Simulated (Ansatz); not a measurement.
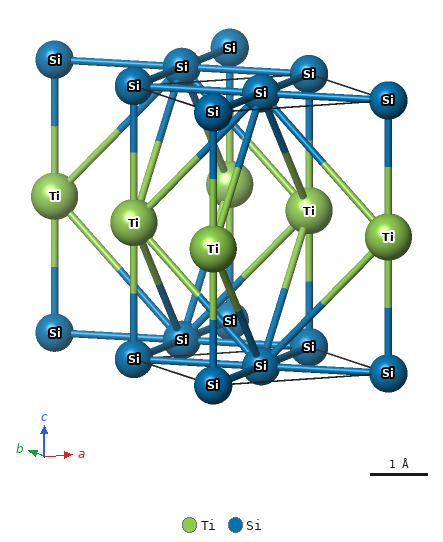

Fig. 1: The input geometry (ball-and-stick view of the cell of the calculation, repeated 1 × 2 × 1, seen slightly off an axis). An atom can appear more than once, as a periodic image.

Run report: TiSi₂, geometry relaxation

The run: geometry relaxation of TiSi₂ (P4/mmm, 3 atoms in the cell). Method and program: DFT PBE, scalar-relativistic, plane waves, PAW, no spin polarisation (Ansatz 0.2.0).

The structure was made by a generator, so it may or may not be a known phase.

### Input file
```yaml
crystal:
  lattice:
    - [3.3897729399, 0.0, 0.0]
    - [0.0, 3.3897729399, 0.0]
    - [0.0, 0.0, 4.868264584]
  atoms:
    - { symbol: Ti, position: [0.0, 0.0, 0.5] }
    - { symbol: Si, position: [0.5, 0.5, 0.0] }
    - { symbol: Si, position: [0.0, 0.0, 0.0] }
basis:
  ecutwfc: 420
kpoints:
  mp_grid: { grid: [14, 14, 10] }
hamiltonian:
  xc: pbe
scf:
  occupations: { method: gaussian, width: 0.1 }
output:
  forces: true
  stress: true
  eigenvalues: true
  write_density: true
  write_potential: true
  elf: true
  volumetric_format: npy
relax:
  adjacent_minimum: "off"
  f_tol: 0.01
  max_steps: 80
  cell: { stress_tol: 0.05 }
```

Machine: 1 thread of Arm Neoverse V1, 24 GiB of memory available, shared host.

Launch command:
```bash
ansatz run input.yaml --threads 1 --pin off --max-ram 2560MiB --backend cpu --events-out ev --progress --plain --runs-dir out
```

### Output
```
Engine: ansatz 0.2.0, aarch64-unknown-linux-gnu
Pseudopotentials: kind: paw
Pseudopotential: Ti, paw, valence charge 12, recommended cutoff 420 eV (normal), Ti.paw.azcp
Pseudopotential: Si, paw, valence charge 4, recommended cutoff 420 eV (normal), Si.paw.azcp
Functional definition: PBE
  parameter kappa = 0.804
  parameter beta = 0.06672455060314922
  exchange = pbe_x(kappa = kappa, mu = beta*pi^2/3)
  correlation = pbe_c(beta = beta)
Crystal: 3 atoms, lattice volume = 55.939 Å³
Basis set: ecut = 420 eV, 1077 PW (Γ), exchange–correlation on 48×48×72 points (8 copies of the dense FFT grid, shifted against one another)
Bands: 14, of which v1, the nominal top of the filled ones, is band 10 counted from 1 (9 counted from 0)
Symmetry: 16 space group operations
Space group: P4/mmm (ITA 123), of the structure as read, at distance tolerance 3.8e-5 Å
k-points: 216 of 1960
Non-local potential: Ti, projectors of the file, l = 0: 3, l = 1: 2, l = 2: 3, l = 3: 1
Non-local potential: Si, projectors of the file, l = 0: 2, l = 1: 2, l = 2: 2
PAW form: soft (Blöchl's): semilocal exchange-correlation on the pseudo side does not see the compensation charge
PAW one-centre angular grid: Ti, 590 points (default); XC on 64 Gauss nodes
PAW one-centre angular grid: Si, 110 points (default); XC on 64 Gauss nodes
Initial density: superposition of atomic densities (neutral atoms: chi_scale 0, normalization atom), corrected by the library's trained network
Initial wavefunctions: pseudopotential atomic-orbital guess
Functional: x = pbe(κ = 0.804, μ = 0.2195149727645171), c = pbe(β = 0.06672455060314922)
SCF iter   1: F=—  HF=-3769.592894 eV  |F-HF|=—  |Δ(HF+E_count)|=         —  Δρ=7.53e-3  dr2=4.50e-2  ethr=1.77e-3  ⟨swp⟩=5.1  Hψ=16918  notcnv=0
preconditioner: auto → Kerker (q_TF=auto, 2.298 Å⁻¹)  [metal: Δε(μ)=0.014 eV  Ē_g=5.362 eV  σ=0.100 eV  W_gap=0.08  n_scr=14 (ndim 8)  ℏωp=17.2 eV  f_vac=0.000  D(μ)=2.94/eV (n_scr^D=28)]
SCF iter   2: F=—  HF=-3769.588379 eV  |F-HF|=—  |Δ(HF+E_count)|=   4.52e-3  Δρ=4.00e-3  dr2=1.37e-2  ethr=2.25e-4  ⟨swp⟩=1.0  Hψ=4754  notcnv=0
SCF iter   3: F=—  HF=-3769.586933 eV  |F-HF|=—  |Δ(HF+E_count)|=   1.45e-3  Δρ=6.72e-4  dr2=3.17e-4  ethr=6.86e-5  ⟨swp⟩=1.8  Hψ=3523  notcnv=0
SCF iter   4: F=—  HF=-3769.586902 eV  |F-HF|=—  |Δ(HF+E_count)|=   3.07e-5  Δρ=1.87e-4  dr2=3.99e-5  ethr=1.58e-6  ⟨swp⟩=2.4  Hψ=3923  notcnv=0
SCF iter   5: F=—  HF=-3769.586841 eV  |F-HF|=—  |Δ(HF+E_count)|=   6.12e-5  Δρ=5.42e-5  dr2=1.87e-6  ethr=2.00e-7  ⟨swp⟩=2.2  Hψ=4043  notcnv=0
SCF iter   6: F=-3769.586841 eV  HF=-3769.586841 eV  |F-HF|=6.61e-9  |Δ(HF+E_count)|=   2.97e-7  Δρ=9.50e-6  dr2=5.13e-8  ethr=5.00e-10  ⟨swp⟩=6.5  Hψ=17763  notcnv=0
the search or the solves at the SCF's close seem to have found levels that the self-consistency loop had missed (the run counts 1). By its estimate they hold under 1e-12 electrons; where the run keeps them, the occupations were computed again with them
SCF 1 converged in 6 iterations: F = -3769.586841 eV  dr2 = 5.13e-8
  greatest PAW one-centre occupation: 0.999 electrons in one spin orbital (limit 2), on the Ti atom at site 0 (counted from 0), in its partial waves of l = 0
relax step   1: F+E_penalty+E_count = -3769.58684130 eV  Δ(F+E_penalty+E_count) = +0.000e0 eV  max|allowed force component| = 2.677e-28 eV/Å  Δτ_max = 0.0000 Å  P = +0.006 GPa  Ω = 55.939 Å³  (6 SCF iters, dr2 threshold 1.00e-7 eV, accepted)
Crystal: 3 atoms, lattice volume = 55.925 Å³
Basis set: ecut = 420 eV, 1069 PW (Γ), exchange–correlation on 48×48×72 points (8 copies of the dense FFT grid, shifted against one another)
Initial density: handed on by an earlier stage of this run
Initial wavefunctions: those handed on with the density
iter 1 solved again at ethr=1.12e-6 eV; its pass at ethr=3.10e-3 eV (dr2=2.24e-4 eV) is discarded
SCF iter   1: F=—  HF=-3769.587801 eV  |F-HF|=—  |Δ(HF+E_count)|=         —  Δρ=6.44e-4  dr2=3.01e-4  ethr=1.12e-6  ⟨swp⟩=2.0  Hψ=18964  notcnv=0
preconditioner: auto → Kerker (q_TF=auto, 2.299 Å⁻¹)  [metal: Δε(μ)=0.001 eV  Ē_g=5.302 eV  σ=0.100 eV  W_gap=0.00  n_scr=14 (ndim 8)  ℏωp=17.2 eV  f_vac=0.000  D(μ)=3.00/eV (n_scr^D=28)]
SCF iter   2: F=—  HF=-3769.587733 eV  |F-HF|=—  |Δ(HF+E_count)|=   6.74e-5  Δρ=3.24e-4  dr2=8.36e-5  ethr=1.12e-6  ⟨swp⟩=1.1  Hψ=3088  notcnv=0
SCF iter   3: F=—  HF=-3769.587649 eV  |F-HF|=—  |Δ(HF+E_count)|=   8.41e-5  Δρ=5.86e-5  dr2=3.40e-6  ethr=4.18e-7  ⟨swp⟩=2.2  Hψ=4027  notcnv=0
SCF iter   4: F=—  HF=-3769.587648 eV  |F-HF|=—  |Δ(HF+E_count)|=   7.02e-7  Δρ=1.81e-5  dr2=3.18e-7  ethr=1.70e-8  ⟨swp⟩=2.4  Hψ=4067  notcnv=0
iter 5 did not close the SCF: its close was put off for the readings that it lacked (scf_convergence_deferred on its scf_iter line)
SCF iter   5: F=-3769.587648 eV  HF=-3769.587648 eV  |F-HF|=1.34e-8  |Δ(HF+E_count)|=   8.87e-9  Δρ=5.86e-6  dr2=2.29e-8  ethr=1.59e-9  ⟨swp⟩=2.1  Hψ=3904  notcnv=0
SCF iter   6: F=-3769.587648 eV  HF=-3769.587648 eV  |F-HF|=1.45e-10  |Δ(HF+E_count)|=   3.34e-9  Δρ=1.59e-6  dr2=1.53e-9  ethr=1.15e-10  ⟨swp⟩=4.9  Hψ=15854  notcnv=0
SCF 2 converged in 6 iterations: F = -3769.587648 eV  dr2 = 1.53e-9
relax step   2: F+E_penalty+E_count = -3769.58764833 eV  Δ(F+E_penalty+E_count) = -8.070e-4 eV  max|allowed force component| = 5.045e-30 eV/Å  Δτ_max = 0.0000 Å  P = +0.014 GPa  Ω = 55.925 Å³  energy of the carried Pulay correction = +1.571e-6 eV  (6 SCF iters, dr2 threshold 3.00e-7 eV, accepted)
Crystal: 3 atoms, lattice volume = 55.931 Å³
iter 1 solved again at ethr=2.13e-7 eV; its pass at ethr=3.10e-3 eV (dr2=4.26e-5 eV) is discarded
SCF iter   1: F=—  HF=-3769.587808 eV  |F-HF|=—  |Δ(HF+E_count)|=         —  Δρ=2.84e-4  dr2=5.77e-5  ethr=2.13e-7  ⟨swp⟩=2.0  Hψ=18844  notcnv=0
preconditioner: auto → Kerker (q_TF=auto, 2.299 Å⁻¹)  [metal: Δε(μ)=0.002 eV  Ē_g=5.299 eV  σ=0.100 eV  W_gap=0.01  n_scr=14 (ndim 8)  ℏωp=17.2 eV  f_vac=0.000  D(μ)=2.98/eV (n_scr^D=28)]
SCF iter   2: F=—  HF=-3769.587737 eV  |F-HF|=—  |Δ(HF+E_count)|=   7.08e-5  Δρ=1.43e-4  dr2=1.58e-5  ethr=2.13e-7  ⟨swp⟩=1.2  Hψ=3115  notcnv=0
SCF iter   3: F=—  HF=-3769.587732 eV  |F-HF|=—  |Δ(HF+E_count)|=   4.73e-6  Δρ=2.52e-5  dr2=6.09e-7  ethr=7.90e-8  ⟨swp⟩=2.2  Hψ=4009  notcnv=0
iter 4 did not close the SCF: its close was put off for the readings that it lacked (scf_convergence_deferred on its scf_iter line)
SCF iter   4: F=-3769.587732 eV  HF=-3769.587732 eV  |F-HF|=2.13e-8  |Δ(HF+E_count)|=   1.27e-7  Δρ=7.60e-6  dr2=5.77e-8  ethr=3.04e-9  ⟨swp⟩=2.4  Hψ=4085  notcnv=0
iter 5 did not close the SCF: its close was put off for the readings that it lacked (scf_convergence_deferred on its scf_iter line)
SCF iter   5: F=-3769.587732 eV  HF=-3769.587732 eV  |F-HF|=2.45e-9  |Δ(HF+E_count)|=   1.64e-9  Δρ=2.45e-6  dr2=3.98e-9  ethr=2.89e-10  ⟨swp⟩=2.2  Hψ=3861  notcnv=0
SCF iter   6: F=-3769.587732 eV  HF=-3769.587732 eV  |F-HF|=1.27e-11  |Δ(HF+E_count)|=  6.35e-10  Δρ=6.72e-7  dr2=2.95e-10  ethr=1.99e-11  ⟨swp⟩=4.3  Hψ=15107  notcnv=0
SCF 3 converged in 6 iterations: F = -3769.587732 eV  dr2 = 2.95e-10
relax step   3: F+E_penalty+E_count = -3769.58773206 eV  Δ(F+E_penalty+E_count) = -8.373e-5 eV  max|allowed force component| = 3.287e-31 eV/Å  Δτ_max = 0.0000 Å  P = +0.000 GPa  Ω = 55.931 Å³  energy of the carried Pulay correction = +8.284e-7 eV  (6 SCF iters, dr2 threshold 1.63e-7 eV, accepted)
Initial wavefunctions: pseudopotential atomic-orbital guess (no wavefunctions were taken with the density)
iter 1 solved again at ethr=4.24e-7 eV; its pass at ethr=3.10e-3 eV (dr2=8.47e-5 eV) is discarded
SCF iter   1: F=—  HF=-3769.587789 eV  |F-HF|=—  |Δ(HF+E_count)|=         —  Δρ=2.35e-5  dr2=8.63e-9  ethr=4.24e-7  ⟨swp⟩=2.7  Hψ=24760  notcnv=0
eigensolver tolerance schedule: the retry pair's looser diagonalisation over-reported the residual by 9822.56 of it (diagonalisation noise at an unbounded share of the residual, at the tolerance the schedule requests for it); recorded, not acted on — ethr = c·dr2/N_el stays at c = 1.0e-1
preconditioner: auto → Kerker (q_TF=auto, 2.299 Å⁻¹)  [metal: Δε(μ)=0.002 eV  Ē_g=5.300 eV  σ=0.100 eV  W_gap=0.01  n_scr=14 (ndim 8)  ℏωp=17.2 eV  f_vac=0.000  D(μ)=2.99/eV (n_scr^D=28)]
SCF iter   2: F=—  HF=-3769.587731 eV  |F-HF|=—  |Δ(HF+E_count)|=   5.79e-5  Δρ=1.19e-5  dr2=2.05e-9  ethr=4.31e-11  ⟨swp⟩=2.4  Hψ=5449  notcnv=0
SCF iter   3: F=—  HF=-3769.587732 eV  |F-HF|=—  |Δ(HF+E_count)|=   3.60e-7  Δρ=2.11e-6  dr2=1.05e-10  ethr=1.02e-11  ⟨swp⟩=1.2  Hψ=3238  notcnv=0
iter 4 did not close the SCF: its close was put off for the readings that it lacked (scf_convergence_deferred on its scf_iter line)
SCF iter   4: F=-3769.587732 eV  HF=-3769.587732 eV  |F-HF|=2.73e-12  |Δ(HF+E_count)|=   1.14e-8  Δρ=1.45e-7  dr2=1.28e-11  ethr=1.00e-12  ⟨swp⟩=1.0  Hψ=3024  notcnv=0
iter 5 did not close the SCF: its close was put off for the readings that it lacked (scf_convergence_deferred on its scf_iter line)
SCF iter   5: F=-3769.587732 eV  HF=-3769.587732 eV  |F-HF|=9.09e-13  |Δ(HF+E_count)|=  4.09e-12  Δρ=6.90e-8  dr2=3.77e-12  ethr=1.00e-12  ⟨swp⟩=1.0  Hψ=3024  notcnv=0
iter 6 did not close the SCF: its close was put off for the readings that it lacked (scf_convergence_deferred on its scf_iter line)
SCF iter   6: F=-3769.587732 eV  HF=-3769.587732 eV  |F-HF|=0.00e0  |Δ(HF+E_count)|=  9.09e-13  Δρ=7.87e-9  dr2=6.51e-14  ethr=1.00e-12  ⟨swp⟩=1.0  Hψ=3024  notcnv=0
iter 7 did not close the SCF: its close was put off for the readings that it lacked (scf_convergence_deferred on its scf_iter line)
SCF iter   7: F=-3769.587732 eV  HF=-3769.587732 eV  |F-HF|=9.09e-13  |Δ(HF+E_count)|=    0.00e0  Δρ=3.33e-9  dr2=7.98e-15  ethr=1.00e-12  ⟨swp⟩=1.0  Hψ=3024  notcnv=0
SCF iter   8: F=-3769.587732 eV  HF=-3769.587732 eV  |F-HF|=9.09e-13  |Δ(HF+E_count)|=    0.00e0  Δρ=1.45e-9  dr2=1.18e-15  ethr=1.00e-12  ⟨swp⟩=2.0  Hψ=8830  notcnv=0
SCF 4 converged in 8 iterations: F = -3769.587732 eV  dr2 = 1.18e-15
relax step   4: F+E_penalty+E_count = -3769.58773170 eV  Δ(F+E_penalty+E_count) = +3.614e-7 eV  max|allowed force component| = 4.602e-31 eV/Å  Δτ_max = 0.0000 Å  P = +0.000 GPa  Ω = 55.931 Å³  stress off target by 4.54e-3 GPa  SCF on the basis re-selected at this cell (its energy is not comparable with the rows above)  (8 SCF iters)
```

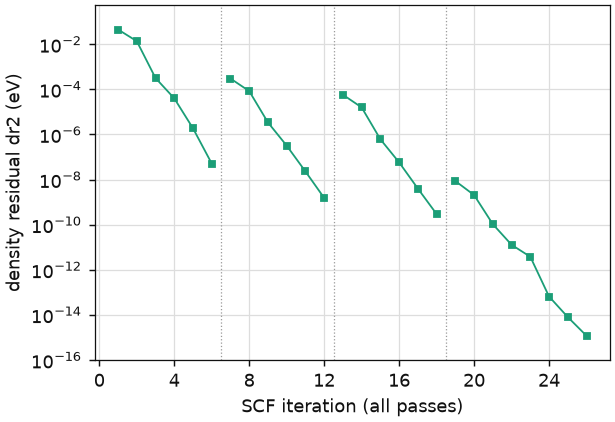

Fig. 2: Convergence of the self-consistent field: density residual dr2 against the SCF iteration. The dotted lines part the SCF passes of the relaxation: geometry steps, rejected trials and re-solves on a re-selected basis. The passes take 6, 6, 6 and 8 iterations.

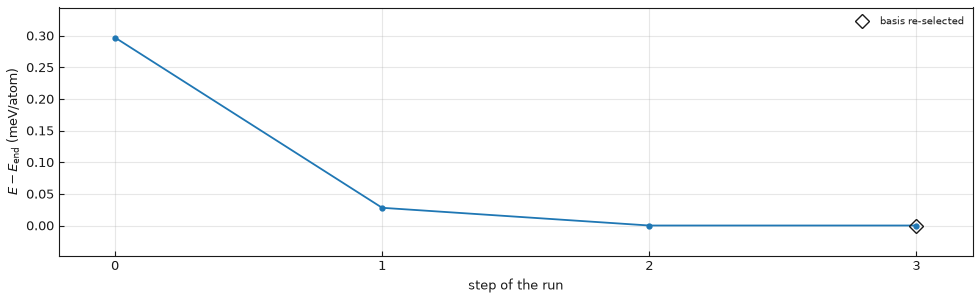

Fig. 3: Progress of the relaxation, step by step (the first geometry is step 0 here and step 1 in the log). Over 2 geometry steps the energy falls by 0.3 meV per atom. All forces vanish by symmetry, so only the cell relaxes. Pressure: 0.01 GPa at the start and 0.00 GPa at the end. The atoms keep their places relative to the cell (all moves are under 0.005 Å). Among the contacts that change: Ti1–Si3 2.434 → 2.424 Å, Si2–Si3 2.397 → 2.402 Å. The space group stays P4/mmm (No. 123). A last SCF at the same geometry on a re-selected plane-wave basis shifts the energy by next to nothing (0.0 meV per atom). (Atoms are counted from 1 in the order of the input.)

```
basis re-selected at this cell: Δ(F+E_penalty+E_count) = +3.614e-7 eV, ΔP = -0.000 GPa vs the last step (what re-selecting the basis moved, of the pressure what is left beyond the Pulay correction that the steps carried, after the strain that the cell walked since its last selection, with what the two solves' SCF thresholds leave and, on support functions, any second-order correction that the steps lacked; it is no measure of the basis error at this ecutwfc). This SCF's stress stands 4.54e-3 GPa from its target on what of the cell is left free (relax.cell.stress_tol is 5.00e-2 GPa) and its largest allowed force component is 4.60e-31 eV/Å (relax.f_tol is 1.00e-2 eV/Å): within both
SCF converged after 8 iterations
Free energy (F): -3769.587732 eV
Harris-Foulkes:  -3769.587732 eV  (|F-HF|=9.09e-13)
Internal energy: -3769.572806 eV  (E = F + TS)
E sigma→0 (E₀):  -3769.580269 eV
Entropy (-TS):   -0.014926 eV (-4.975 meV/atom)
Fermi energy:    8.985360 eV
--- Per-component energies (eV) ---
  E_band       = -185.002168
  E_kinetic    = 352.845947
  E_local      = -1188.068181  (includes V_loc(G=0)·N_el)
  E_nonlocal   = 62.247442
  E_hartree    = 489.641217
  E_xc         = -207.625915
  E_vxc        = -215.074717  (∫ρ·V_xc dr)
  E_paw        = -2073.373000  (= ΣΔE_a)
  E_vpaw       = -176.235225  (= ΣTr[D̂ρ^β])
  E_aug_tail   = 0.000132  (compensation charges beyond the density's cutoff)
  E_ewald      = -1205.240448
  E_smearing   = -0.014926  (= −TS)
  E_closure    = -0.000000  (closes the sum)
  Σ components = -3769.587732   (vs F -3769.587732, Δ=0.00e0)
--- Forces (eV/Å), atoms counted from 1 ---
  atom   1  Ti     0.00000000     0.00000000     0.00000000
  atom   2  Si     0.00000000    -0.00000000     0.00000000
  atom   3  Si     0.00000000     0.00000000     0.00000000
  max |Σ_I F_I| component: 1.68e-30 eV/Å
--- Stress (GPa, compression-positive) ---
       -0.001741       0.000000      -0.000000
        0.000000      -0.001741      -0.000000
       -0.000000      -0.000000       0.004541
  P = ⅓ Tr σ = 0.0004 GPa (0.004 kbar)
--- Band table (eV; the first three rows and the last of 216) ---
  k-point 0: bands = ["-48.2323", "-24.5092", "-24.5092", "-24.4314", "-3.3100", "5.0714", "6.6794", "7.5715", "7.5715", "8.3752", "8.5027", "9.8122", "9.8122", "10.6198"]
  k-point 1: bands = ["-48.2323", "-24.5092", "-24.5092", "-24.4318", "-3.2819", "4.7457", "6.8264", "7.5128", "7.5128", "8.3960", "8.8317", "9.9333", "9.9333", "10.6218"]
  k-point 2: bands = ["-48.2323", "-24.5092", "-24.5092", "-24.4331", "-3.2057", "4.1257", "7.0737", "7.3782", "7.3782", "8.4526", "9.5796", "10.2436", "10.2436", "10.6271"]
  k-point 215: bands = ["-48.2213", "-24.5736", "-24.5736", "-24.4207", "2.7177", "2.8185", "3.1134", "3.1134", "6.6852", "7.1182", "10.2425", "10.2425", "10.3180", "10.3180"]
--- Relaxed structure (3 steps of the walk, 3 accepted, 1 SCFs on fresh bases) ---
  F+E_penalty+E_count = -3769.58773170 eV   max|allowed force component| = 4.602e-31 eV/Å   (the final SCF, on the basis selected at the relaxed cell)
  cell:  # Å, volume = 55.9311 Å³
    - [3.3962613224112155, -1.707022703393218e-34, -1.2589292437524985e-33]
    - [-1.707022703393218e-34, 3.3962613224112155, 0.0]
    - [-1.8080268973127726e-33, 0.0, 4.848991906565063]
  atoms:
    - { symbol: Ti, position: [-4.968954990262764e-34, -2.3060652060072256e-37, 0.5] }
    - { symbol: Si, position: [0.49999999999999994, 0.49999999999999994, 3.219475388083959e-39] }
    - { symbol: Si, position: [2.7515259145796664e-34, -2.3060652060072256e-37, -1.6097376940517406e-39] }
```

### Trajectory as extended XYZ (Å, eV, eV/Å), 4 frames, from step=1 to step=4
```
3
Lattice="3.3898 0.0000 0.0000 0.0000 3.3898 0.0000 0.0000 0.0000 4.8683" Properties=species:S:1:pos:R:3:forces:R:3 step=1 energy=-3769.58684 pressure_GPa=0.01
Ti    0.0000    0.0000    2.4341    0.0000   0.0000   0.0000
Si    1.6949    1.6949    0.0000    0.0000   0.0000   0.0000
Si    0.0000    0.0000    0.0000    0.0000   0.0000   0.0000
3
Lattice="3.3941 0.0000 0.0000 0.0000 3.3941 0.0000 0.0000 0.0000 4.8547" Properties=species:S:1:pos:R:3:forces:R:3 step=2 energy=-3769.58765 pressure_GPa=0.01
Ti    0.0000    0.0000    2.4274    0.0000   0.0000   0.0000
Si    1.6970    1.6970    0.0000    0.0000   0.0000   0.0000
Si    0.0000    0.0000    0.0000    0.0000   0.0000   0.0000
3
Lattice="3.3963 0.0000 0.0000 0.0000 3.3963 0.0000 0.0000 0.0000 4.8490" Properties=species:S:1:pos:R:3:forces:R:3 step=3 energy=-3769.58773 pressure_GPa=0.00
Ti    0.0000    0.0000    2.4245    0.0000   0.0000   0.0000
Si    1.6981    1.6981    0.0000    0.0000   0.0000   0.0000
Si    0.0000    0.0000    0.0000    0.0000   0.0000   0.0000
3
Lattice="3.3963 0.0000 0.0000 0.0000 3.3963 0.0000 0.0000 0.0000 4.8490" Properties=species:S:1:pos:R:3:forces:R:3 step=4 energy=-3769.58773 pressure_GPa=0.00
Ti    0.0000    0.0000    2.4245    0.0000   0.0000   0.0000
Si    1.6981    1.6981    0.0000    0.0000   0.0000   0.0000
Si    0.0000    0.0000    0.0000    0.0000   0.0000   0.0000
```

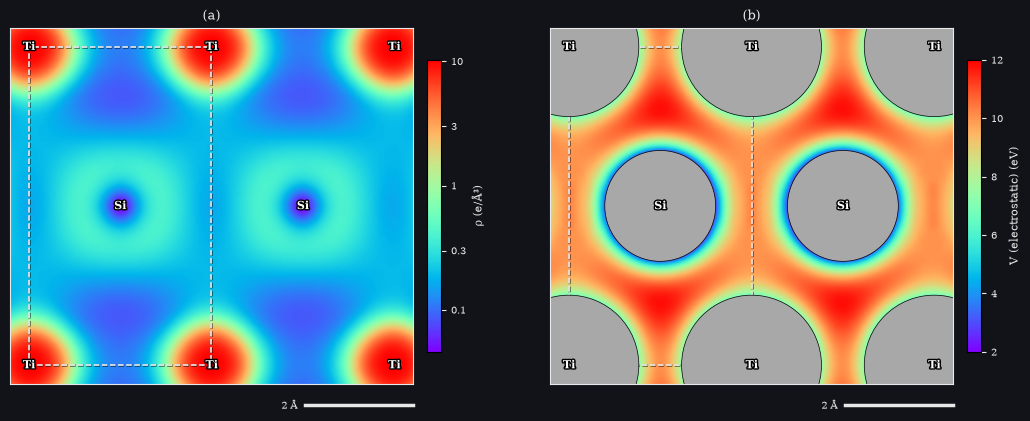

Fig. 4: (a) valence pseudo-density; (b) electrostatic potential (local pseudopotential plus Hartree) felt by an electron on the (101) plane of the conventional cell. Grey discs, where drawn, cover atomic cores. Away from the nuclei the density in this plane falls to 0.08 e/Å³ at its lowest. Outside the cores the potential energy rises away from the atoms and is highest about 1.8 Å from the nearest atoms; outside the discs it spans about 9 eV, and its zero is arbitrary. In a PAW calculation such maps are meaningful between the atoms, not at the nuclei.

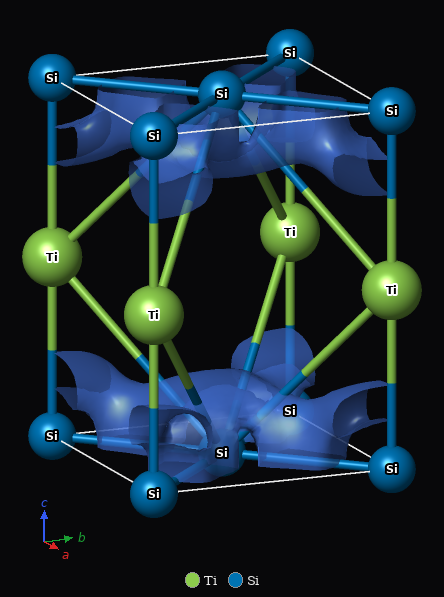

Fig. 5: Isosurface of the ELF at 0.65 (blue), seen slightly off an axis. Only the valence region is drawn (cores and ρ < 0.01 e/Å³ removed). Sticks mark near contacts. The outline is the cell set on symmetry axes. The ELF exceeds this value in sheets that run through the cell in two directions, counted in one cell of 3 atoms.  Values along the shortest contacts: Ti–Si (2.42 Å): the ELF is about 0.55 at the midpoint.

### Summary

```json
{"quantity": "outcome", "value": "converged"}
{"quantity": "space group (tolerance 0.01 Å)", "value": "P4/mmm (123)"}
{"quantity": "electrons treated", "value": "20"}
{"quantity": "free energy", "value": "−3769.5877 eV"}
{"quantity": "Fermi energy", "value": "8.985 eV"}
{"quantity": "gap on the k-point mesh", "value": "none (metallic)"}
{"quantity": "pressure", "value": "0.00 GPa"}
{"quantity": "final volume", "value": "55.93 Å³"}
{"quantity": "largest force (length of the vector) at the end", "value": "under 0.001 eV/Å"}
{"quantity": "final cell", "value": "a = 3.396 Å, b = 3.396 Å, c = 4.849 Å, α = 90.00°, β = 90.00°, γ = 90.00°"}
{"quantity": "wall time", "value": "41 s"}
{"quantity": "peak memory", "value": "0.45 GiB"}
```
